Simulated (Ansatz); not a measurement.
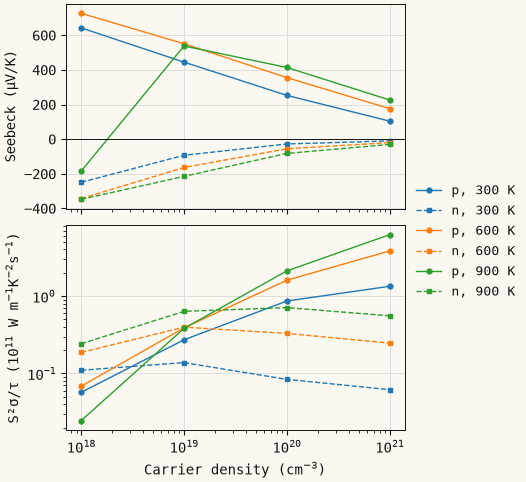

Seebeck coefficient and power factor over the relaxation time against doping (rigid bands, constant relaxation time, mean of three directions).

Calculation on ZnO, space group P6_3mc, 4 atoms in the cell.

Method: DFT PBE, scalar-relativistic, plane waves, PAW, no spin polarisation, 12×12×6 k mesh, 420 eV cutoff, Gaussian smearing of 0.02 eV (Ansatz).

**What are the Seebeck coefficients at 300 K and 10¹⁹ cm⁻³, and what do they say about the bands?**

At 300 K and 10¹⁹ cm⁻³ the Seebeck coefficient is 445 μV/K for holes and −93 μV/K for electrons; the larger size for holes shows the larger density-of-states mass of the valence band.

**Which case has the largest power factor over τ?**

The largest power factor over τ is for p type at 10²¹ cm⁻³ and 900 K, about 6.2 × 10¹¹ W m⁻¹ K⁻² s⁻¹.

**Where do minority carriers matter?**

Thermally excited minority carriers matter most at 900 K and 10¹⁸ cm⁻³ (p type), where they pull the Seebeck coefficient towards zero.

The bands are interpolated from a finite k mesh, so the values are approximate.
